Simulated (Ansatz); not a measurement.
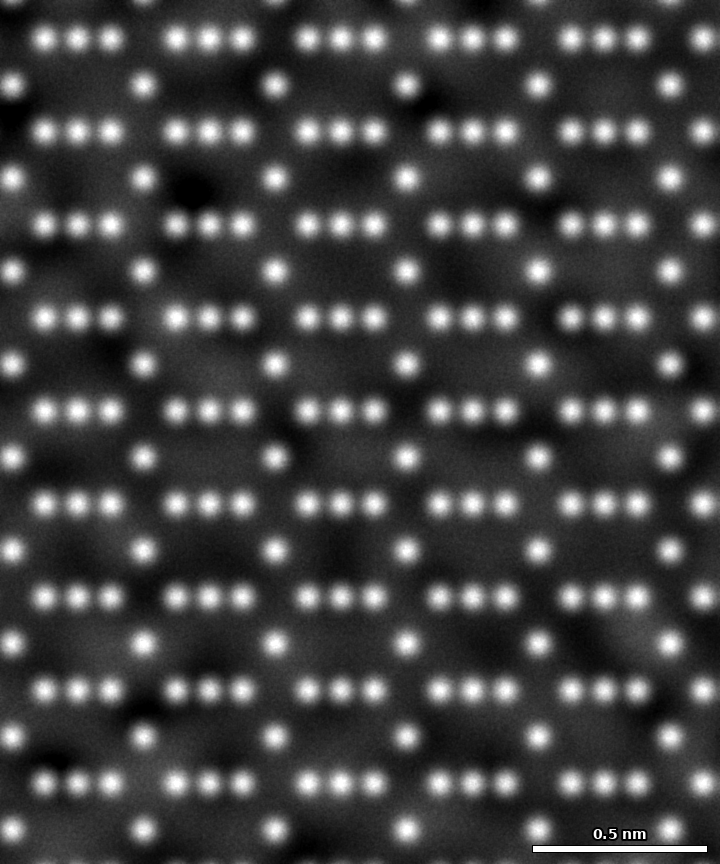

Dark-field STEM-like image of Se (Pm-3n, No. 223) along [110]. The image is simulated as a sum over atoms of Z^1.6, blurred by a 0.54 Å probe (no channelling). The display is stretched by a gamma of 0.8; percentages refer to the linear signal. Shot noise and the speckle of an amorphous layer were added. Model: a calculation's starting geometry; the starting structure was generated, so it need not be a known form of this composition.

Question: What can be read from this image?

Answer: The columns repeat on a rectangular net of 2.70 × 3.81 Å (plane group p2mm). All columns are alike (Se). The shortest distance between visible columns is 0.95 Å in projection. Along the beam the structure repeats every 7.63 Å.
